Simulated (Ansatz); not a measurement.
# Two runs on Rh

System: Rh (Immm, 1 atom in the cell).
Method of run 1: DFT r2SCAN, scalar-relativistic, plane waves, PAW, no spin polarisation (Ansatz 0.2.0).

The structure derives from an entry of the Crystallography Open Database. Text and figures count atoms from 1; the logs count them from 0 in places.

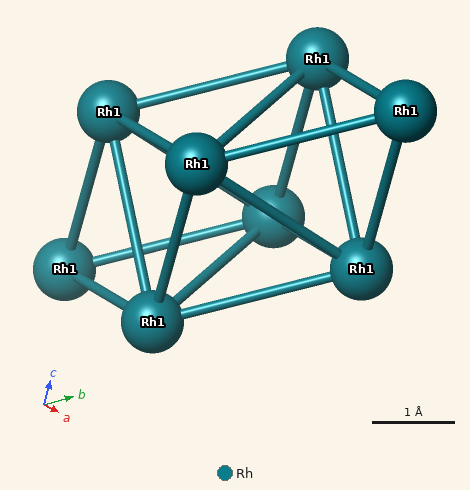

Figure 1. The input geometry (ball-and-stick view of the cell of the calculation, seen slightly off an axis; atoms are numbered from 1 in the order of the input). An atom can appear more than once, as a periodic image. Near neighbours in the periodic cell (some may lie outside the picture): Rh has 12 Rh at 2.66 to 2.72 Å.

### Input file, run 1
```yaml
crystal:
  lattice:
    - [0.0, 1.8825345, 1.8825345]
    - [1.90155, -0.0190155, 1.90155]
    - [1.90155, 1.90155, -0.0190155]
  atoms:
    - { symbol: Rh, position: [0.0, 0.0, 0.0] }
basis:
  ecutwfc: 500
kpoints:
  mp_grid: { grid: [22, 22, 22] }
hamiltonian:
  xc: r2scan
scf:
  occupations: { method: gaussian, width: 0.15 }
output:
  forces: true
  stress: true
  eigenvalues: true
  write_density: true
  write_potential: true
  elf: true
  volumetric_format: npy
```

Command:
```bash
ansatz run input.yaml --threads 1 --pin off --max-ram 2560MiB --backend cpu --events-out ev --progress --plain --runs-dir out
```

Hardware: 1 thread of Arm Neoverse V1, 24 GiB of memory available, shared host.

### Output, shortened to warnings, some set-up lines, iterations and results (run 1)
```
Basis set: ecut = 500 eV, 335 PW (Γ), exchange–correlation on 80×80×80 points (64 copies of the dense FFT grid, shifted against one another)
Symmetry: 8 space group operations
k-points: 1530 of 10648
Initial density: superposition of atomic densities (neutral atoms: chi_scale 0, normalization atom), corrected by the library's trained network
[...]
SCF iter   1: F=—  HF=-6415.265555 eV  |F-HF|=—  |Δ(HF+E_count)|=         —  Δρ=1.03e-2  dr2=3.96e-3  dr2_τ=9.77e-3  ethr=1.77e-3  ⟨swp⟩=5.0  Hψ=111854  notcnv=0
SCF iter   2: F=—  HF=-6415.276590 eV  |F-HF|=—  |Δ(HF+E_count)|=   1.10e-2  Δρ=5.54e-3  dr2=1.24e-3  dr2_τ=1.95e-4  ethr=2.33e-5  ⟨swp⟩=2.1  Hψ=40647  notcnv=0
SCF iter   3: F=—  HF=-6415.276930 eV  |F-HF|=—  |Δ(HF+E_count)|=   3.40e-4  Δρ=6.95e-4  dr2=5.68e-5  dr2_τ=9.12e-6  ethr=7.27e-6  ⟨swp⟩=2.6  Hψ=31851  notcnv=0
SCF iter   4: F=—  HF=-6415.276939 eV  |F-HF|=—  |Δ(HF+E_count)|=   9.75e-6  Δρ=2.78e-4  dr2=5.91e-6  dr2_τ=1.85e-6  ethr=3.34e-7  ⟨swp⟩=2.1  Hψ=29254  notcnv=0
SCF iter   5: F=—  HF=-6415.276940 eV  |F-HF|=—  |Δ(HF+E_count)|=   3.70e-7  Δρ=8.48e-5  dr2=4.68e-7  dr2_τ=7.60e-8  ethr=3.48e-8  ⟨swp⟩=2.4  Hψ=30249  notcnv=0
SCF iter   6: F=-6415.276941 eV  HF=-6415.276941 eV  |F-HF|=8.79e-9  |Δ(HF+E_count)|=   9.82e-7  Δρ=1.86e-5  dr2=1.53e-8  dr2_τ=3.66e-9  ethr=5.88e-10  ⟨swp⟩=9.9  Hψ=138385  …
SCF 1 converged in 6 iterations: F = -6415.276941 eV  dr2 = 1.53e-8
SCF converged after 6 iterations
Free energy (F): -6415.276941 eV
Harris-Foulkes:  -6415.276941 eV  (|F-HF|=8.79e-9)
Internal energy: -6415.262274 eV  (E = F + TS)
E sigma→0 (E₀):  -6415.269608 eV
Entropy (-TS):   -0.014667 eV (-14.667 meV/atom)
Fermi energy:    22.194850 eV
--- Per-component energies (eV) ---
  E_band       = -102.507206
  E_kinetic    = 573.162840
  E_local      = -1564.455635  (includes V_loc(G=0)·N_el)
  E_nonlocal   = 355.349318
  E_hartree    = 550.516122
  E_xc         = -216.814155
  E_vxc        = -314.132942  (∫ρ·V_xc dr)
  E_paw        = -3604.205923  (= ΣΔE_a)
  E_vpaw       = -274.714806  (= ΣTr[D̂ρ^β])
  E_aug_tail   = 0.000690  (compensation charges beyond the density's cutoff)
  E_vtau       = 21.250773  (kinetic-family band-sum trace: ∫τ·v_τ [+ j·A + Jᵃ·Aᵃ] dr)
  E_ewald      = -2508.445571
  E_core_change = -0.369959  (= ΣΔE_core)
  E_smearing   = -0.014667  (= −TS)
  E_closure    = 0.000000  (closes the sum)
  Σ components = -6415.276941   (vs F -6415.276941, Δ=0.00e0)
--- Forces (eV/Å), atoms counted from 1 ---
  atom   1  Rh    -0.00000000     0.00000000     0.00000000
  max |Σ_I F_I| component: 6.16e-32 eV/Å
--- Stress (GPa, compression-positive) ---
       -0.627920       0.000000       0.000000
        0.000000      -0.411260       3.964470
        0.000000       3.964470      -0.411260
  P = ⅓ Tr σ = -0.4835 GPa (-4.835 kbar)
```

For run 2 the input was changed thus:
```diff
-    - [0.0, 1.8825345, 1.8825345]
-    - [1.90155, -0.0190155, 1.90155]
-    - [1.90155, 1.90155, -0.0190155]
+    - [0.0, 1.9134346875, 1.9134346875]
+    - [1.90155, 0.0118846875, 1.90155]
+    - [1.90155, 1.90155, 0.0118846875]
```

How does run 2 compare with run 1?

With the same functional and potentials, run 2 lies 2.1 meV per atom lower. The number of SCF iterations is the same.

### Output, shortened to warnings, some set-up lines, iterations and results (run 2)
```
Basis set: ecut = 500 eV, 335 PW (Γ), exchange–correlation on 80×80×80 points (64 copies of the dense FFT grid, shifted against one another)
Symmetry: 8 space group operations
k-points: 1530 of 10648
Initial density: superposition of atomic densities (neutral atoms: chi_scale 0, normalization atom), corrected by the library's trained network
[...]
SCF iter   1: F=—  HF=-6415.267634 eV  |F-HF|=—  |Δ(HF+E_count)|=         —  Δρ=1.02e-2  dr2=3.93e-3  dr2_τ=9.77e-3  ethr=1.77e-3  ⟨swp⟩=5.0  Hψ=111874  notcnv=0
SCF iter   2: F=—  HF=-6415.278664 eV  |F-HF|=—  |Δ(HF+E_count)|=   1.10e-2  Δρ=5.52e-3  dr2=1.23e-3  dr2_τ=1.94e-4  ethr=2.31e-5  ⟨swp⟩=2.1  Hψ=40703  notcnv=0
SCF iter   3: F=—  HF=-6415.279002 eV  |F-HF|=—  |Δ(HF+E_count)|=   3.38e-4  Δρ=6.96e-4  dr2=5.86e-5  dr2_τ=9.06e-6  ethr=7.24e-6  ⟨swp⟩=2.6  Hψ=31794  notcnv=0
SCF iter   4: F=—  HF=-6415.279012 eV  |F-HF|=—  |Δ(HF+E_count)|=   9.98e-6  Δρ=2.82e-4  dr2=6.03e-6  dr2_τ=1.90e-6  ethr=3.45e-7  ⟨swp⟩=2.1  Hψ=29335  notcnv=0
SCF iter   5: F=—  HF=-6415.279012 eV  |F-HF|=—  |Δ(HF+E_count)|=   3.79e-7  Δρ=8.45e-5  dr2=4.60e-7  dr2_τ=7.53e-8  ethr=3.55e-8  ⟨swp⟩=2.4  Hψ=30539  notcnv=0
SCF iter   6: F=-6415.279013 eV  HF=-6415.279013 eV  |F-HF|=6.15e-9  |Δ(HF+E_count)|=   1.00e-6  Δρ=1.47e-5  dr2=9.37e-9  dr2_τ=3.44e-9  ethr=5.88e-10  ⟨swp⟩=10.0  Hψ=138552  …
SCF 1 converged in 6 iterations: F = -6415.279013 eV  dr2 = 9.37e-9
SCF converged after 6 iterations
Free energy (F): -6415.279013 eV
Harris-Foulkes:  -6415.279013 eV  (|F-HF|=6.15e-9)
Internal energy: -6415.264414 eV  (E = F + TS)
E sigma→0 (E₀):  -6415.271713 eV
Entropy (-TS):   -0.014600 eV (-14.600 meV/atom)
Fermi energy:    22.193235 eV
--- Per-component energies (eV) ---
  E_band       = -102.538009
  E_kinetic    = 573.151098
  E_local      = -1564.388878  (includes V_loc(G=0)·N_el)
  E_nonlocal   = 355.342549
  E_hartree    = 550.472530
  E_xc         = -216.812091
  E_vxc        = -314.130033  (∫ρ·V_xc dr)
  E_paw        = -3604.202480  (= ΣΔE_a)
  E_vpaw       = -274.709606  (= ΣTr[D̂ρ^β])
  E_aug_tail   = 0.000700  (compensation charges beyond the density's cutoff)
  E_vtau       = 21.250680  (kinetic-family band-sum trace: ∫τ·v_τ [+ j·A + Jᵃ·Aᵃ] dr)
  E_ewald      = -2508.457881
  E_core_change = -0.369959  (= ΣΔE_core)
  E_smearing   = -0.014600  (= −TS)
  E_closure    = -0.000000  (closes the sum)
  Σ components = -6415.279013   (vs F -6415.279013, Δ=0.00e0)
--- Forces (eV/Å), atoms counted from 1 ---
  atom   1  Rh    -0.00000000    -0.00000000     0.00000000
  max |Σ_I F_I| component: 1.23e-31 eV/Å
--- Stress (GPa, compression-positive) ---
       -0.630024       0.000000      -0.000000
        0.000000      -0.545438      -2.480292
       -0.000000      -2.480292      -0.545438
  P = ⅓ Tr σ = -0.5736 GPa (-5.736 kbar)
```

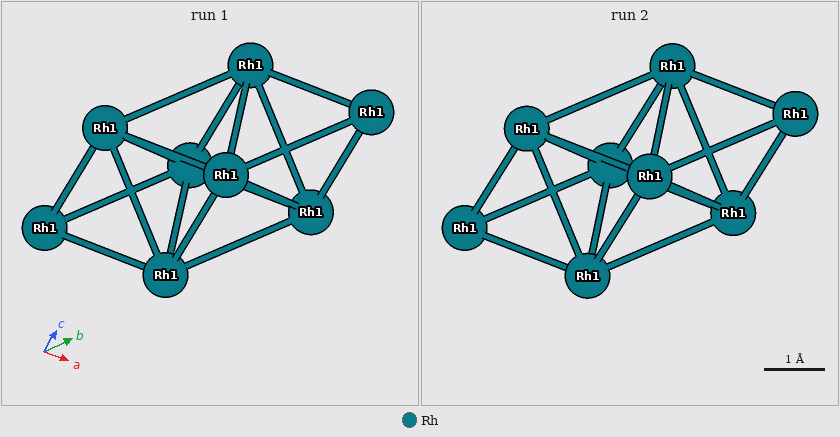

Figure 2. The two input geometries at one scale (ball-and-stick view of the cell of the calculation, seen at an oblique angle). No atom moves by more than 0.005 Å relative to the cell. The drawn cell changes at constant volume: a 2.662 → 2.706 Å (+1.6 %), b = c stay at 2.689 Å, α 60.7° → 59.6°, β 60.3° → 59.8°, γ 60.3° → 59.8°. Among the contacts that change: Rh1–Rh1 2.716 → 2.672 Å.

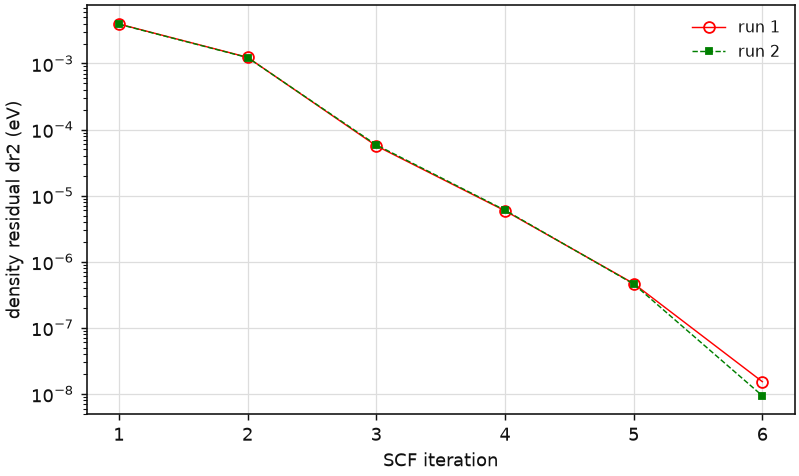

Figure 3. Convergence of the two runs: density residual dr2 against the SCF iteration. Run 1 takes 6 iterations in all, and run 2 takes 6.

### The two runs side by side

```csv
quantity,run 1,run 2
outcome,converged,converged
free energy per atom (eV),−6415.2769,−6415.2790
"energy per atom, smearing taken to zero (eV)",−6415.2696,−6415.2717
gap on the mesh (eV),0.00,0.00
pressure (GPa),−0.48,−0.57
largest force (eV/Å),0.000,0.000
SCF iterations,6,6
irreducible k-points,1530,1530
plane waves at Γ,335,335
wall time (shared host),47 s,53 s
```
